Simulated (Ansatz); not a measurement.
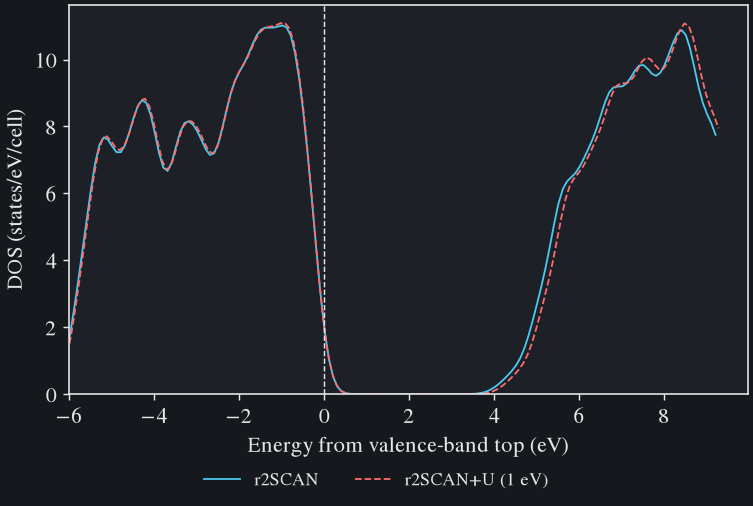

Total densities of states of HfO$_{2}$, space group Pnma, 12 atoms in the cell (a = 5.56 Å, b = 3.33 Å, c = 6.50 Å, α = 90.00°, β = 90.00°, γ = 90.00°), by two methods on the same cell. The DOS curves are built from the levels of the k mesh with Gaussians 0.55 eV wide, which also blur the band edges; ripples of that width can come from the mesh. Each is counted from its own valence-band top.

### What changes from one method to the other?

r2SCAN gives a gap of 3.97 eV and r2SCAN+U (1 eV) gives a gap of 4.11 eV.

Settings. r2SCAN: Ansatz PAW, no spin polarisation, no spin-orbit coupling, 5×8×4 k mesh, 500 eV cutoff, Fermi-Dirac smearing of 0.05 eV (Ansatz 0.2.0). r2SCAN+U (1 eV): Hf d U = 1 eV, Ansatz PAW, no spin polarisation, no spin-orbit coupling, 5×8×4 k mesh, 500 eV cutoff, Fermi-Dirac smearing of 0.05 eV (Ansatz).

Gaps are the smallest over all k points computed. Spin-orbit coupling is left out, which matters for Hf. The PAW data sets were made with another functional. The usual form of HfO2 is monoclinic. LDA, GGA and most meta-GGA functionals understate gaps.
